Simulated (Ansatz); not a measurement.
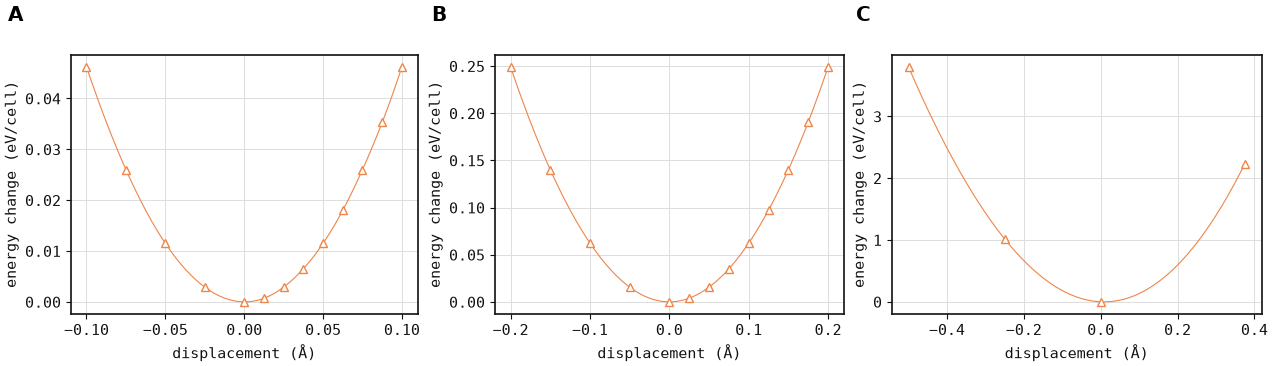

Each panel shows the energy change against displacement for one of these solids: AlNi₃, Fm-3m (No. 225), 11.0 Å³/atom, moved element Al, direction [1.0, 0.0, 0.0]; CoSi₂, Fm-3m (No. 225), 12.5 Å³/atom, moved element Si, direction [0.0, 1.0, 0.0]; Ti₄O₃, I4/mmm (No. 139), 10.4 Å³/atom, moved element O, direction [0.57735, 0.57735, 0.57735].

How it was computed, with Ansatz 0.2.0: all atoms of one element of a crystal moved along a line, all else fixed, by plane-wave density functional theory with PAW datasets, free energies less that of the undisturbed cell, pressure positive in compression; scalar-relativistic. Level: PBEsol, no spin polarisation.

### Which panel belongs to which solid?

A is AlNi₃ (energy change from 0.0000 eV/cell to 0.0462 eV/cell); B is CoSi₂ (energy change from 0.0000 eV/cell to 0.2491 eV/cell); C is Ti₄O₃ (energy change from 0.00 eV/cell to 3.80 eV/cell).

For AlNi₃, limits of the calculation: no spin polarisation, a magnetic state may lie lower.

For CoSi₂, limits of the calculation: no spin polarisation, a magnetic state may lie lower.

For Ti₄O₃, limits of the calculation: no spin polarisation, a magnetic state may lie lower.
